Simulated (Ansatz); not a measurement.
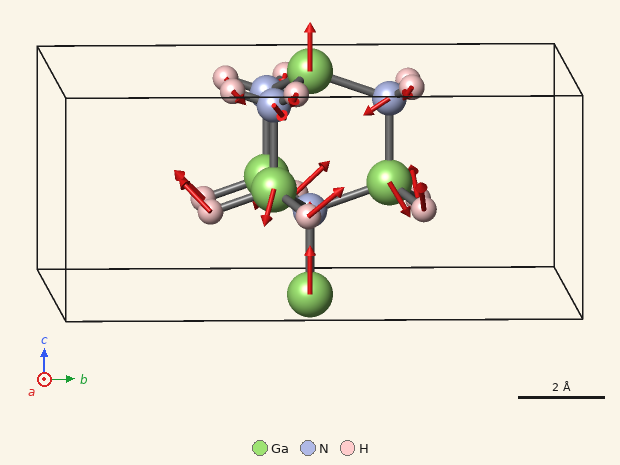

This is a relaxation of a wire of composition GaH3N. The starting structure is drawn; red arrows show the displacements (the part carried along by the change of the cell is left out), 10 times their true length.

A ball-and-stick model of the cell of the calculation, with the vacuum cut short, seen from a free direction.

Case: wire along [0 0 1], 8 atoms a period, capped with H.

Computed with DFT PBE, scalar-relativistic, plane waves, PAW (Ansatz 0.2.0). Settings: plane-wave cutoff 420 eV; k-point mesh 1 × 1 × 6; occupations gaussian; smearing width 0.05 eV; no spin polarisation; cell relaxed at fixed a, b, alpha, beta, gamma; force threshold 0.02 eV/Å; at most 45 steps.

Describe the change and its energy.

Answer. The largest moves relative to the centre of the atoms, 0.12 Å, are those of Ga and H atoms. Largest moves by element: H 0.12 Å, Ga 0.12 Å, N 0.07 Å. Along the periodic axis the drawn cell goes c 5.243 → 5.349 Å (+2.0 %). Some distances before and after: Ga–N 1.975 → 2.061 Å, Ga–N 1.975 → 1.920 Å, Ga–N 1.967 → 1.987 Å, Ga–H 1.570 → 1.576 Å. Bond angles that change, for instance: H–Ga–H 109.8° → 121.2°, Ga–N–Ga 109.2° → 117.6°, N–Ga–N 109.2° → 103.1°. After 5 accepted moves (6 points after the start) the energy has fallen by 0.531 eV per cell of the calculation. The largest force component goes from 1.8 to 0.01 eV/Å. The SCF was repeated once at an unchanged geometry on a basis and grid sized afresh for the cell, which shifted the energy by 11.4 meV per cell of the calculation at most.
